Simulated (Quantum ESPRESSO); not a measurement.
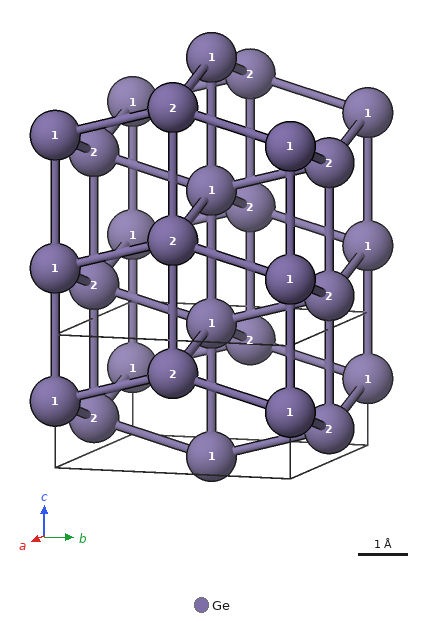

The input geometry (ball-and-stick view of the cell 2 times as large as that of the calculation, set on its symmetry axes, repeated 1 × 1 × 3, seen slightly off an axis; atoms are numbered from 1 in the order of the input). Near neighbours in the crystal (not all of them lie inside the picture): Ge has 6 Ge at 2.67 to 2.79 Å.

Band-structure run of Ge

Ge (I4₁/amd, 2 atoms in the cell), computed with Kohn-Sham DFT of a periodic cell, r2SCAN, SG15 PBE 1.2, no spin polarisation (Quantum ESPRESSO 7.5).

The structure derives from a Materials Project entry.

### Input file
```
&CONTROL
  calculation = 'scf'
  prefix = 'pwscf'
  outdir = './tmp'
  pseudo_dir = './pseudo'
  tprnfor = .true.
  tstress = .true.
  disk_io = 'low'
/
&SYSTEM
  ibrav = 0
  celldm(1) = 8
  nat = 2
  ntyp = 1
  ecutwfc = 70
  nbnd = 21
  input_dft = 'r2scan'
  occupations = 'smearing'
  smearing = 'fd'
  degauss = 0.00367493
  nosym = .true.
/
&ELECTRONS
  conv_thr = 1d-08
  electron_maxstep = 120
  mixing_beta = 0.5
/
ATOMIC_SPECIES
Ge    72.6300 Ge_ONCV_PBE-1.2.upf
CELL_PARAMETERS alat
 -0.6081350599468   0.6081350599468   0.3300908973422
  0.6081350599468  -0.6081350599468   0.3300908973422
  0.6081350599468   0.6081350599468  -0.3300908973422
ATOMIC_POSITIONS crystal
Ge     0.5000000000    0.5000000000    0.0000000000
Ge     0.2500000000    0.7500000000    0.5000000000
K_POINTS automatic
8 8 8 0 0 0
```

### File bands.in
```
&CONTROL
  calculation = 'bands'
  prefix = 'pwscf'
  outdir = './tmp'
  pseudo_dir = './pseudo'
  disk_io = 'low'
  verbosity = 'high'
/
&SYSTEM
  ibrav = 0
  celldm(1) = 8
  nat = 2
  ntyp = 1
  ecutwfc = 70
  nbnd = 21
  input_dft = 'r2scan'
  occupations = 'smearing'
  smearing = 'fd'
  degauss = 0.00367493
  nosym = .true.
/
&ELECTRONS
  conv_thr = 1d-08
  electron_maxstep = 120
  mixing_beta = 0.5
  diago_full_acc = .true.
  startingwfc = 'random'
/
ATOMIC_SPECIES
Ge    72.6300 Ge_ONCV_PBE-1.2.upf
CELL_PARAMETERS alat
 -0.6081350599468   0.6081350599468   0.3300908973422
  0.6081350599468  -0.6081350599468   0.3300908973422
  0.6081350599468   0.6081350599468  -0.3300908973422
ATOMIC_POSITIONS crystal
Ge     0.5000000000    0.5000000000    0.0000000000
Ge     0.2500000000    0.7500000000    0.5000000000
K_POINTS crystal
60
 0.0000000000  0.0000000000  0.0000000000 1
 0.0000000000  0.0000000000  0.1000000000 1
 0.0000000000  0.0000000000  0.2000000000 1
 0.0000000000  0.0000000000  0.3000000000 1
 0.0000000000  0.0000000000  0.4000000000 1
 0.0000000000  0.0000000000  0.5000000000 1
-0.1000000000  0.1000000000  0.5000000000 1
-0.2000000000  0.2000000000  0.5000000000 1
-0.3000000000  0.3000000000  0.5000000000 1
-0.4000000000  0.4000000000  0.5000000000 1
-0.5000000000  0.5000000000  0.5000000000 1
-0.4375000000  0.4375000000  0.4375000000 1
-0.3750000000  0.3750000000  0.3750000000 1
-0.3125000000  0.3125000000  0.3125000000 1
-0.2500000000  0.2500000000  0.2500000000 1
-0.1875000000  0.1875000000  0.1875000000 1
-0.1250000000  0.1250000000  0.1250000000 1
-0.0625000000  0.0625000000  0.0625000000 1
 0.0000000000  0.0000000000  0.0000000000 1
 0.0323655812  0.0323655812 -0.0323655812 1
 0.0647311624  0.0647311624 -0.0647311624 1
 0.0970967436  0.0970967436 -0.0970967436 1
 0.1294623248  0.1294623248 -0.1294623248 1
 0.1618279060  0.1618279060 -0.1618279060 1
 0.1941934872  0.1941934872 -0.1941934872 1
 0.2265590684  0.2265590684 -0.2265590684 1
 0.2589246496  0.2589246496 -0.2589246496 1
 0.2912902308  0.2912902308 -0.2912902308 1
 0.3236558120  0.3236558120 -0.3236558120 1
 0.3113798433  0.3113798433 -0.2280465100 1
 0.2991038746  0.2991038746 -0.1324372080 1
 0.2868279060  0.2868279060 -0.0368279060 1
 0.2745519373  0.2745519373  0.0587813960 1
 0.2622759687  0.2622759687  0.1543906980 1
 0.2500000000  0.2500000000  0.2500000000 1
 0.1875000000  0.3125000000  0.1875000000 1
 0.1250000000  0.3750000000  0.1250000000 1
 0.0625000000  0.4375000000  0.0625000000 1
 0.0000000000  0.5000000000  0.0000000000 1
-0.0647311624  0.5352688376  0.0647311624 1
-0.1294623248  0.5705376752  0.1294623248 1
-0.1941934872  0.6058065128  0.1941934872 1
-0.2589246496  0.6410753504  0.2589246496 1
-0.3236558120  0.6763441880  0.3236558120 1
-0.3530465100  0.6469534900  0.3530465100 1
-0.3824372080  0.6175627920  0.3824372080 1
-0.4118279060  0.5881720940  0.4118279060 1
-0.4412186040  0.5587813960  0.4412186040 1
-0.4706093020  0.5293906980  0.4706093020 1
-0.5000000000  0.5000000000  0.5000000000 1
 0.0000000000  0.0000000000  0.5000000000 1
 0.0277777778  0.0277777778  0.4722222222 1
 0.0555555556  0.0555555556  0.4444444444 1
 0.0833333333  0.0833333333  0.4166666667 1
 0.1111111111  0.1111111111  0.3888888889 1
 0.1388888889  0.1388888889  0.3611111111 1
 0.1666666667  0.1666666667  0.3333333333 1
 0.1944444444  0.1944444444  0.3055555556 1
 0.2222222222  0.2222222222  0.2777777778 1
 0.2500000000  0.2500000000  0.2500000000 1
```

Launched with:
```bash
OMP_NUM_THREADS=1 pw.x -in pw.in > pw.out
OMP_NUM_THREADS=1 pw.x -in bands.in > bands.out
```

### The program's output
```
This program is part of the open-source Quantum ESPRESSO suite
     for quantum simulation of materials; please cite
         "P. Giannozzi et al., J. Phys.:Condens. Matter 21 395502 (2009);
         "P. Giannozzi et al., J. Phys.:Condens. Matter 29 465901 (2017);
         "P. Giannozzi et al., J. Chem. Phys. 152 154105 (2020);
          URL
     in publications or presentations arising from this work. More details at

     IMPORTANT: XC functional enforced from input :
     Exchange-correlation= R2SCAN
                           (   0   0   0   0   0 497 498)
     Any further DFT definition will be discarded
     Please, verify this is what you really want

     G-vector sticks info
     --------------------
     sticks:   dense  smooth     PW     G-vecs:    dense   smooth      PW
     Sum         807     807    285                19807    19807    4093

     Using Slab Decomposition

     bravais-lattice index     =            0
     lattice parameter (alat)  =       8.0000  a.u.
     unit-cell volume          =     250.0136 (a.u.)^3
     number of atoms/cell      =            2
     number of atomic types    =            1
     number of electrons       =        28.00
     number of Kohn-Sham states=           21
     kinetic-energy cutoff     =      70.0000  Ry
     charge density cutoff     =     280.0000  Ry
     scf convergence threshold =      1.0E-08
     mixing beta               =       0.5000
     number of iterations used =            8  plain     mixing
     Exchange-correlation= R2SCAN
                           (   0   0   0   0   0 497 498)

     celldm(1)=   8.000000  celldm(2)=   0.000000  celldm(3)=   0.000000
     celldm(4)=   0.000000  celldm(5)=   0.000000  celldm(6)=   0.000000

     crystal axes: (cart. coord. in units of alat)
               a(1) = (  -0.608135   0.608135   0.330091 )
               a(2) = (   0.608135  -0.608135   0.330091 )
               a(3) = (   0.608135   0.608135  -0.330091 )

     reciprocal axes: (cart. coord. in units 2 pi/alat)
               b(1) = (  0.000000  0.822186  1.514734 )
               b(2) = (  0.822186  0.000000  1.514734 )
               b(3) = (  0.822186  0.822186  0.000000 )

     PseudoPot. # 1 for Ge read from file:
     Ge_ONCV_PBE-1.2.upf
     Pseudo is Norm-conserving, Zval = 14.0
     Generated using ONCVPSP code by D. R. Hamann
     Using radial grid of  602 points,  6 beta functions with:
                l(1) =   0
                l(2) =   0
                l(3) =   1
                l(4) =   1
                l(5) =   2
                l(6) =   2

     atomic species   valence    mass     pseudopotential
     Ge               14.00    72.63000     Ge( 1.00)

     No symmetry found

   Cartesian axes

     site n.     atom                  positions (alat units)
         1        Ge     tau(   1) = (   0.0000000   0.0000000   0.3300909  )
         2        Ge     tau(   2) = (   0.6081351  -0.0000000   0.1650454  )

     number of k points=   260  Fermi-Dirac smearing, width (Ry)=  0.0037

     Number of k-points >= 100: set verbosity='high' to print them.

     Dense  grid:    19807 G-vectors     FFT dimensions: (  40,  40,  40)

     WARNING: libxc functional with ID  497 depends
      on external parameters: check the user_guide of
      QE if you need to modify them or to check their
      default values.

     WARNING: libxc functional with ID  498 depends
      on external parameters: check the user_guide of
      QE if you need to modify them or to check their
      default values.

     Initial potential from superposition of free atoms

     starting charge      27.8924, renormalised to      28.0000
     Starting wfcs are random

     Self-consistent Calculation

     iteration #  1     ecut=    70.00 Ry     beta= 0.50
     Davidson diagonalization with overlap
     ethr =  1.00E-02,  avg # of iterations =  9.2

     total energy              =    -281.03327466 Ry
     estimated scf accuracy    <      95.83273261 Ry

     iteration #  2     ecut=    70.00 Ry     beta= 0.50
     Davidson diagonalization with overlap
     ethr =  1.00E-02,  avg # of iterations =  1.0

     total energy              =    -281.28581672 Ry
     estimated scf accuracy    <      28.77795302 Ry

     iteration #  3     ecut=    70.00 Ry     beta= 0.50
     Davidson diagonalization with overlap
     ethr =  1.00E-02,  avg # of iterations =  1.0

     total energy              =    -281.30187303 Ry
     estimated scf accuracy    <       0.19057593 Ry

     iteration #  4     ecut=    70.00 Ry     beta= 0.50
     Davidson diagonalization with overlap
     ethr =  6.81E-04,  avg # of iterations =  1.2

     total energy              =    -281.30300855 Ry
     estimated scf accuracy    <       0.00634379 Ry

     iteration #  5     ecut=    70.00 Ry     beta= 0.50
     Davidson diagonalization with overlap
     ethr =  2.27E-05,  avg # of iterations =  5.2

     total energy              =    -281.30340511 Ry
     estimated scf accuracy    <       0.00028554 Ry

     iteration #  6     ecut=    70.00 Ry     beta= 0.50
     Davidson diagonalization with overlap
     ethr =  1.02E-06,  avg # of iterations =  3.2

     total energy              =    -281.30344922 Ry
     estimated scf accuracy    <       0.00028366 Ry

     iteration #  7     ecut=    70.00 Ry     beta= 0.50
     Davidson diagonalization with overlap
     ethr =  1.01E-06,  avg # of iterations =  1.0

     total energy              =    -281.30345066 Ry
     estimated scf accuracy    <       0.00000105 Ry

     iteration #  8     ecut=    70.00 Ry     beta= 0.50
     Davidson diagonalization with overlap
     ethr =  3.75E-09,  avg # of iterations =  2.7

     total energy              =    -281.30345084 Ry
     estimated scf accuracy    <       0.00000518 Ry

     iteration #  9     ecut=    70.00 Ry     beta= 0.50
     Davidson diagonalization with overlap
     ethr =  3.75E-09,  avg # of iterations =  1.0

     total energy              =    -281.30345086 Ry
     estimated scf accuracy    <       0.00000021 Ry

     iteration # 10     ecut=    70.00 Ry     beta= 0.50
     Davidson diagonalization with overlap
     ethr =  7.42E-10,  avg # of iterations =  1.0

     End of self-consistent calculation

     Number of k-points >= 100: set verbosity='high' to print the bands.

     the Fermi energy is    13.8970 ev

!    total energy              =    -281.30345086 Ry
     estimated scf accuracy    <          6.1E-10 Ry
     smearing contrib. (-TS)   =      -0.00059516 Ry
     internal energy E=F+TS    =    -281.30285570 Ry

     The total energy is F=E-TS. E is the sum of the following terms:
     one-electron contribution =     -83.50469282 Ry
     hartree contribution      =      59.38265592 Ry
     xc contribution           =     -33.09794970 Ry
     ewald contribution        =    -224.08286910 Ry

     convergence has been achieved in  10 iterations

     Forces acting on atoms (cartesian axes, Ry/au):

     atom    1 type  1   force =    -0.00000028   -0.00000011   -0.00000024
     atom    2 type  1   force =     0.00000028    0.00000011    0.00000024

     Total force =     0.000001     Total SCF correction =     0.000012
     SCF correction compared to forces is large: reduce conv_thr to get better values

     Computing stress (Cartesian axis) and pressure

          total   stress  (Ry/bohr**3)                   (kbar)     P=      -17.65
  -0.00024448  -0.00000001   0.00000001          -35.96       -0.00        0.00
  -0.00000001  -0.00024448   0.00000000           -0.00      -35.96        0.00
   0.00000001   0.00000000   0.00012894            0.00        0.00       18.97

=------------------------------------------------------------------------------=
   JOB DONE.
=------------------------------------------------------------------------------=
```

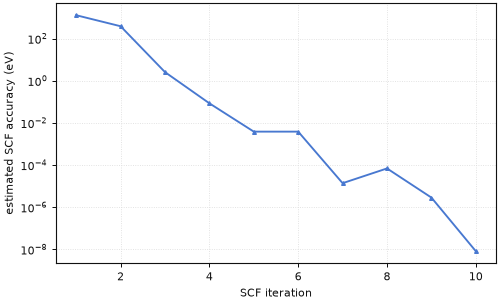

Convergence of the self-consistent field: estimated SCF accuracy against the iteration. The field takes 10 iterations in all.

### Summary

```tsv
quantity	value
outcome	converged
space group (tolerance 0.01 Å)	I4₁/amd (141)
electrons treated	28
free energy	−3827.3284 eV
Fermi energy of the self-consistent step	13.897 eV
gap on the k-point mesh	none (metallic)
pressure	−1.77 GPa
largest force (length of the vector)	under 0.001 eV/Å
hardware	1 thread of Intel Xeon @ 2.70GHz, 189 GiB of memory available, shared host
wall time	15 min
peak memory	0.27 GiB
```

Further notes kept with the run: potentials made for another functional. Notes on the run: SCF correction compared to forces is large. Points of doubt noted for this run: coarse mesh; potentials made for another functional.
